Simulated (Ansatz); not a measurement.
**Geometry relaxation, with input and output: Ga$_{4}$Sb$_{3}$ (part 2 of 2)**

Ga$_{4}$Sb$_{3}$ (slab, 7 atoms in the cell); DFT PBE, scalar-relativistic, plane waves, PAW, no spin polarisation (Ansatz 0.2.0); cutoff 420 eV, 8×8×1 k-mesh, Gaussian smearing of 0.1 eV. The structure derives from an entry of the Crystallography Open Database. It belongs to a series of runs on one base structure; here: (1 0 0) slab, atoms relaxed.

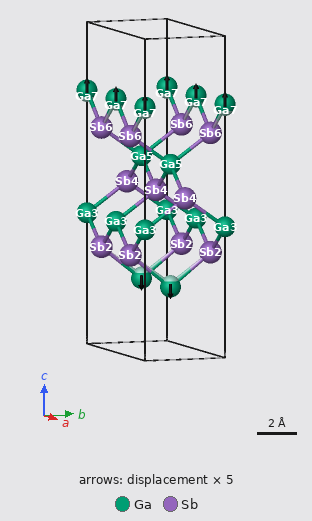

Fig. 1: Start (faint) and end (solid) with the displacements as black arrows, magnified 5 times (ball-and-stick view of the 2 × 1 repeat of the cell, with the vacuum cut short, seen slightly off an axis). The largest moves, 0.16 Å, are those of Ga1 and Ga7. Largest moves by element: Ga 0.16 Å, Sb 0.01 Å. The lattice vectors keep their values. Distances before and after: Ga1–Sb2 2.691 → 2.793 Å, Ga5–Sb6 2.691 → 2.685 Å. Among the angles that change: Sb2–Ga1–Sb2 109.5° → 103.7°, Ga1–Sb2–Ga1 109.5° → 103.7°. Over 4 geometry steps the energy falls by 15.6 meV per atom. Largest force component: 0.66 eV/Å at the start, 0.002 eV/Å at the end. (Atoms are counted from 1 in the order of the input.)

```
WARN: The output density's exchange-correlation potential varies sharply where the density is thin. Do not read a vacuum level from v_tot or v_xc, or from such a field of the output density. On a cell that repeats whose density bears no net charge and no dipole along the vacuum's axis use v_es (v_loc + v_h of the components); under efield.dipole_correction with no amplitude use v_es + v_field, which holds any external_charges[].barrier, or the levels of the report's work_function block, which leave it out; under a non-zero efield.amplitude the vacuum is tilted and has no level; on a cell that repeats and bears such a dipole with no correction it is tilted too, and efield.dipole_correction with no amplitude gives each side of its ramp a level where efield: is served; in a cell that repeats whose density bears a net charge (total_charge, or a fill off its count) it is curved and has none; of a slab under crystal.periodic whose density bears no net charge use v_es, which has a level on each side, short of where the two are joined; of another it falls or rises all the way out and has none; of a slab beside external_charges read slab_vacuum_level instead, which it has where they leave it neutral. The grid or the basis barely resolves most such structure, and the values can differ between equally converged runs; as a rule a tighter scf.convergence.dr2_threshold does not remove it. Where the density itself ripples (under the LDA too) a higher basis.ecutwfc lessens it. The files hold the spikes' plane waves up to the density's cutoff. Files: v_tot_of_output_density and the like, and their columns of v_z.tsv (output.write_potential); v_xc_of_output_density and the like, and their columns of v_comp_z.tsv (output.write_potential_components). Measured: with its Gaussian average of σ = 0.25 Å subtracted twice, the exchange-correlation potential is over 0.1 eV at 137 of the grid points where the equally averaged density (valence and model cores) is under 1e-3 e/Å³, and 0.421 eV at the most among them, at an averaged density of 2.3e-8 e/Å³. The input density's (outcome.potential() and, of a run that writes arrays, v_tot and v_xc) is over 0.1 eV, so measured, at 61 points of its own thin density, 0.233 eV at the most. See output.write_potential in the manual, Limitations
SCF converged after 3 iterations
Free energy (F): -34584.048746 eV
Harris-Foulkes:  -34584.048746 eV  (|F-HF|=4.35e-8)
Internal energy: -34584.024686 eV  (E = F + TS)
E sigma→0 (E₀):  -34584.036716 eV
Entropy (-TS):   -0.024060 eV (-3.437 meV/atom)
Fermi energy:    0.598174 eV
Dipole field:    D = 0.000002 V/Å  (p = 0.000004 e·Å, saw-weighted, corrected)
Work function:   Φ+ = 4.3742 eV   Φ− = 4.3742 eV
Levels:          The Fermi level and band energies are counted from a zero that moves with the ramp; work functions are not
--- Per-component energies (eV) ---
  E_band       = -1500.529632
  E_kinetic    = 1076.746811
  E_local      = -68629.801530  (includes V_loc(G=0)·N_el)
  E_nonlocal   = 2777.108174
  E_hartree    = 33450.485131
  E_xc         = -688.417102
  E_vxc        = -515.020056  (∫ρ·V_xc dr)
  E_paw        = -21670.679121  (= ΣΔE_a)
  E_vpaw       = -3110.564773  (= ΣTr[D̂ρ^β])
  E_aug_tail   = -0.000471  (compensation charges beyond the density's cutoff)
  E_efield     = 0.000000  (sawtooth field / dipole correction)
  E_vefield    = 0.000000  (∫n·V_field dr)
  E_ewald      = 19100.533423
  E_smearing   = -0.024060  (= −TS)
  E_closure    = -0.000000  (closes the sum)
  Σ components = -34584.048746   (vs F -34584.048746, Δ=0.00e0)
--- Forces (eV/Å), atoms counted from 1 ---
  atom   1  Ga     0.00000000     0.00000000     0.00117706
  atom   2  Sb     0.00000000     0.00000000     0.00098235
  atom   3  Ga     0.00000000     0.00000000     0.00200013
  atom   4  Sb     0.00000000     0.00000000     0.00000065
  atom   5  Ga     0.00000000     0.00000000    -0.00200437
  atom   6  Sb     0.00000000     0.00000000    -0.00098554
  atom   7  Ga     0.00000000     0.00000000    -0.00117016
  max |Σ_I F_I| component: 1.20e-7 eV/Å
--- Band table (eV; the first three rows and the last of 25) ---
  k-point 0: bands = ["-28.0988", "-28.0988", "-28.0915", "-28.0896", "-28.0698", "-27.7860", "-27.7860", "-27.7747", "-27.7747", "-27.7274", "-27.7274", "-27.6984", "-27.6984", "-27.6983", "-27.6983", "-14.2391", "-14.2197", "-14.2134", "-14.2134", "-14.2021", "-14.2021", "-14.1862", "-14.1816", "-14.1622", "-14.1609", "-14.0940", "-14.0939", "-14.0434", "-14.0434", "-14.0364", "-14.0364", "-13.9573", "-13.9573", "-13.9422", "-13.9422", "-10.1646", "-9.3644", "-8.5598", "-5.5254", "-4.4780", "-2.8533", "-1.3819", "-1.3819", "-0.9523", "-0.5353", "-0.5353", "0.3638", "0.3638", "1.1058", "1.8958", "2.0217", "2.5720", "2.7288", "2.9362", "3.0196", "3.3730", "3.3730", "4.5341", "4.5341"]
  k-point 1: bands = ["-28.0990", "-28.0988", "-28.0913", "-28.0892", "-28.0699", "-27.7862", "-27.7860", "-27.7747", "-27.7743", "-27.7276", "-27.7274", "-27.6986", "-27.6985", "-27.6981", "-27.6978", "-14.2388", "-14.2200", "-14.2138", "-14.2129", "-14.2029", "-14.2024", "-14.1853", "-14.1812", "-14.1626", "-14.1614", "-14.0930", "-14.0929", "-14.0437", "-14.0433", "-14.0368", "-14.0367", "-13.9603", "-13.9573", "-13.9422", "-13.9405", "-10.0687", "-9.2846", "-8.5187", "-5.4962", "-4.5264", "-3.1112", "-1.7615", "-1.6331", "-1.2980", "-0.7058", "-0.4788", "0.3641", "0.4034", "0.8573", "2.1242", "2.2124", "2.7413", "2.9810", "3.1902", "3.3446", "3.4193", "3.6938", "4.4186", "4.5383"]
  k-point 2: bands = ["-28.0995", "-28.0988", "-28.0911", "-28.0879", "-28.0702", "-27.7866", "-27.7860", "-27.7746", "-27.7733", "-27.7279", "-27.7274", "-27.6988", "-27.6988", "-27.6976", "-27.6965", "-14.2389", "-14.2229", "-14.2127", "-14.2116", "-14.2039", "-14.2033", "-14.1831", "-14.1802", "-14.1636", "-14.1627", "-14.0904", "-14.0902", "-14.0445", "-14.0431", "-14.0377", "-14.0373", "-13.9666", "-13.9572", "-13.9421", "-13.9371", "-9.7928", "-9.0695", "-8.4500", "-5.4453", "-4.7049", "-3.7512", "-2.8092", "-2.0942", "-1.0603", "-0.8405", "-0.3376", "0.1322", "0.3326", "0.6289", "1.5214", "2.3239", "2.7763", "2.9578", "3.5371", "3.7359", "4.2434", "4.5607", "4.9539", "5.1319"]
  k-point 24: bands = ["-28.1000", "-28.1000", "-28.0893", "-28.0837", "-28.0714", "-27.7872", "-27.7872", "-27.7717", "-27.7717", "-27.7284", "-27.7284", "-27.7001", "-27.7000", "-27.6932", "-27.6932", "-14.2568", "-14.2298", "-14.2240", "-14.2012", "-14.1878", "-14.1878", "-14.1803", "-14.1803", "-14.1685", "-14.1685", "-14.0797", "-14.0797", "-14.0448", "-14.0448", "-14.0415", "-14.0415", "-13.9725", "-13.9724", "-13.9328", "-13.9328", "-8.2244", "-7.9182", "-7.8972", "-5.8116", "-5.8116", "-4.7106", "-4.7105", "-2.0510", "-2.0510", "-1.9829", "-1.8477", "-1.5669", "0.0894", "0.0894", "1.0686", "1.3160", "2.6838", "2.6838", "2.7429", "3.5677", "4.1782", "4.9247", "4.9247", "5.7584"]
--- Relaxed structure (5 steps of the walk, 5 accepted, 0 SCFs on fresh bases) ---
  F+E_penalty+E_count = -34584.04874562 eV   max|allowed force component| = 2.004e-3 eV/Å
  atoms:
    - { symbol: Ga, position: [0.5, 0.5, 0.3018145034345406] }
    - { symbol: Sb, position: [0.5, 0.0, 0.37272884603983636] }
    - { symbol: Ga, position: [0.0, 0.0, 0.4361860005535529] }
    - { symbol: Sb, position: [0.0, 0.5, 0.5000000158605131] }
    - { symbol: Ga, position: [0.5, 0.5, 0.5638140318202439] }
    - { symbol: Sb, position: [0.5, 0.0, 0.627271166482295] }
    - { symbol: Ga, position: [0.0, 0.0, 0.6981854358090186] }
```

Trajectory as extended XYZ (Å, eV, eV/Å), 5 frames, from step=1 to step=5
```
7
Lattice="4.3938 0.0000 0.0000 0.0000 4.3938 0.0000 0.0000 0.0000 24.3208" Properties=species:S:1:pos:R:3:forces:R:3 step=1 energy=-34583.93967
Ga    2.1969    2.1969    7.5000    0.0000   0.0000  -0.6577
Sb    2.1969    0.0000    9.0535    0.0000   0.0000   0.5868
Ga    0.0000    0.0000   10.6069    0.0000   0.0000   0.0876
Sb    0.0000    2.1969   12.1604    0.0000   0.0000   0.0000
Ga    2.1969    2.1969   13.7138    0.0000   0.0000  -0.0876
Sb    2.1969    0.0000   15.2673    0.0000   0.0000  -0.5868
Ga    0.0000    0.0000   16.8208    0.0000   0.0000   0.6577
7
Lattice="4.3938 0.0000 0.0000 0.0000 4.3938 0.0000 0.0000 0.0000 24.3208" Properties=species:S:1:pos:R:3:forces:R:3 step=2 energy=-34584.03646
Ga    2.1969    2.1969    7.3094    0.0000   0.0000   0.1475
Sb    2.1969    0.0000    9.0741    0.0000   0.0000  -0.0445
Ga    0.0000    0.0000   10.6386    0.0000   0.0000  -0.2393
Sb    0.0000    2.1969   12.1604    0.0000   0.0000   0.0000
Ga    2.1969    2.1969   13.6822    0.0000   0.0000   0.2392
Sb    2.1969    0.0000   15.2467    0.0000   0.0000   0.0445
Ga    0.0000    0.0000   17.0113    0.0000   0.0000  -0.1475
7
Lattice="4.3938 0.0000 0.0000 0.0000 4.3938 0.0000 0.0000 0.0000 24.3208" Properties=species:S:1:pos:R:3:forces:R:3 step=3 energy=-34584.04731
Ga    2.1969    2.1969    7.3253    0.0000   0.0000   0.0343
Sb    2.1969    0.0000    9.0612    0.0000   0.0000  -0.0589
Ga    0.0000    0.0000   10.5956    0.0000   0.0000   0.0853
Sb    0.0000    2.1969   12.1604    0.0000   0.0000   0.0000
Ga    2.1969    2.1969   13.7252    0.0000   0.0000  -0.0853
Sb    2.1969    0.0000   15.2596    0.0000   0.0000   0.0590
Ga    0.0000    0.0000   16.9955    0.0000   0.0000  -0.0343
7
Lattice="4.3938 0.0000 0.0000 0.0000 4.3938 0.0000 0.0000 0.0000 24.3208" Properties=species:S:1:pos:R:3:forces:R:3 step=4 energy=-34584.04875
Ga    2.1969    2.1969    7.3404    0.0000   0.0000   0.0012
Sb    2.1969    0.0000    9.0650    0.0000   0.0000   0.0010
Ga    0.0000    0.0000   10.6084    0.0000   0.0000   0.0020
Sb    0.0000    2.1969   12.1604    0.0000   0.0000   0.0000
Ga    2.1969    2.1969   13.7124    0.0000   0.0000  -0.0020
Sb    2.1969    0.0000   15.2557    0.0000   0.0000  -0.0010
Ga    0.0000    0.0000   16.9804    0.0000   0.0000  -0.0012
7
Lattice="4.3938 0.0000 0.0000 0.0000 4.3938 0.0000 0.0000 0.0000 24.3208" Properties=species:S:1:pos:R:3:forces:R:3 step=5 energy=-34584.04875
Ga    2.1969    2.1969    7.3404    0.0000   0.0000   0.0012
Sb    2.1969    0.0000    9.0650    0.0000   0.0000   0.0010
Ga    0.0000    0.0000   10.6084    0.0000   0.0000   0.0020
Sb    0.0000    2.1969   12.1604    0.0000   0.0000   0.0000
Ga    2.1969    2.1969   13.7124    0.0000   0.0000  -0.0020
Sb    2.1969    0.0000   15.2557    0.0000   0.0000  -0.0010
Ga    0.0000    0.0000   16.9804    0.0000   0.0000  -0.0012
```

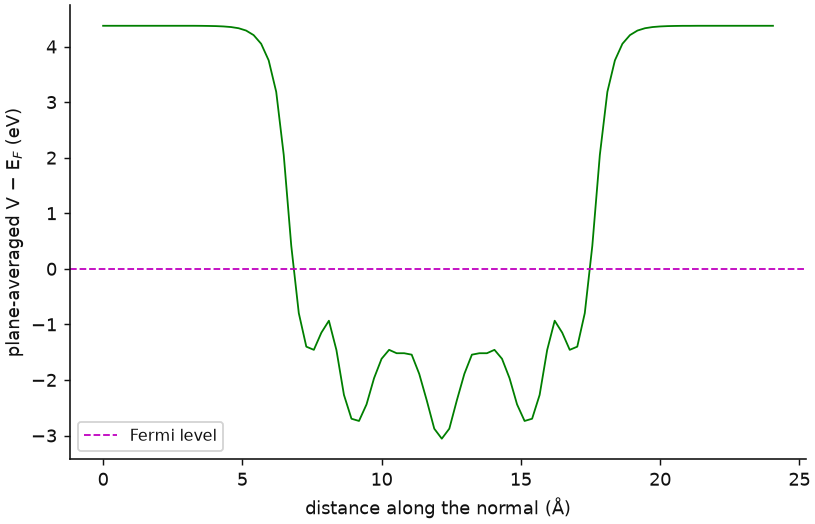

Fig. 2: Plane average of the electrostatic potential energy of an electron across the cell, from the Fermi level. The vacuum level lies 4.37 eV above the Fermi level.

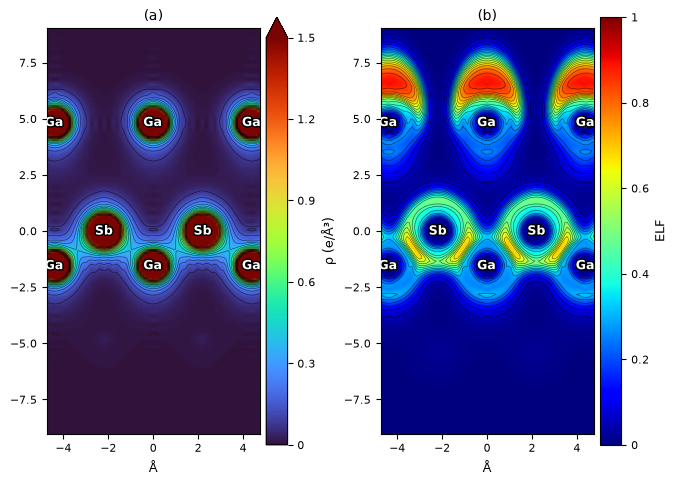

Fig. 3: (a) valence pseudo-density; (b) ELF on the (100) plane of the calculation cell, a cut from vacuum to vacuum. Ga–Sb (2.69 Å): the density is about 0.39 e/Å³ at the midpoint; the ELF peaks at about 0.70 between the atoms. The density dies away to nearly zero in the vacuum. The strong features right at Ga lie inside the PAW spheres (semicore, d or f shells) and say nothing about bonding. In a PAW calculation such maps are meaningful between the atoms, not at the nuclei.

This output came from the following input.

The input
```yaml
crystal:
  lattice:
    - [4.3938492947, 0.0, 0.0]
    - [0.0, 4.3938492947, 0.0]
    - [0.0, 0.0, 24.3207618953]
  atoms:
    - { symbol: Ga, position: [0.5, 0.5, 0.308378497] }
    - { symbol: Sb, position: [0.5, 0.0, 0.3722523314] }
    - { symbol: Ga, position: [0.0, 0.0, 0.4361261657] }
    - { symbol: Sb, position: [0.0, 0.5, 0.5] }
    - { symbol: Ga, position: [0.5, 0.5, 0.5638738343] }
    - { symbol: Sb, position: [0.5, 0.0, 0.6277476686] }
    - { symbol: Ga, position: [0.0, 0.0, 0.691621503] }
basis:
  ecutwfc: 420
kpoints:
  mp_grid: { grid: [8, 8, 1] }
hamiltonian:
  xc: pbe
scf:
  occupations: { method: gaussian, width: 0.1 }
output:
  forces: true
  eigenvalues: true
  write_density: true
  write_potential: true
  elf: true
  volumetric_format: npy
relax:
  adjacent_minimum: "off"
  f_tol: 0.02
  max_steps: 60
efield:
  axis: 3
  dipole_correction: true
  ramp_width: 0.04
```

Command:
```bash
ansatz run input.yaml --threads 1 --pin off --max-ram 2560MiB --backend cpu --events-out ev --progress --plain --runs-dir out
```

Summary

```csv
quantity,value
outcome,converged
electrons treated,97
free energy,−34584.0487 eV
"work function, top face",4.37 eV
"work function, bottom face",4.37 eV
Fermi energy,0.598 eV
gap on the k-point mesh,none (metallic)
final volume,469.53 Å³
work function (upper face),4.37 eV
largest force (length of the vector) at the end,0.002 eV/Å
hardware,"1 thread of AMD EPYC (Zen 3), 192 GiB of memory available, shared host"
wall time,6.9 min
peak memory,0.89 GiB
```

Remarks

Warnings of the run: the exchange-correlation potential is rough where the density is thin.
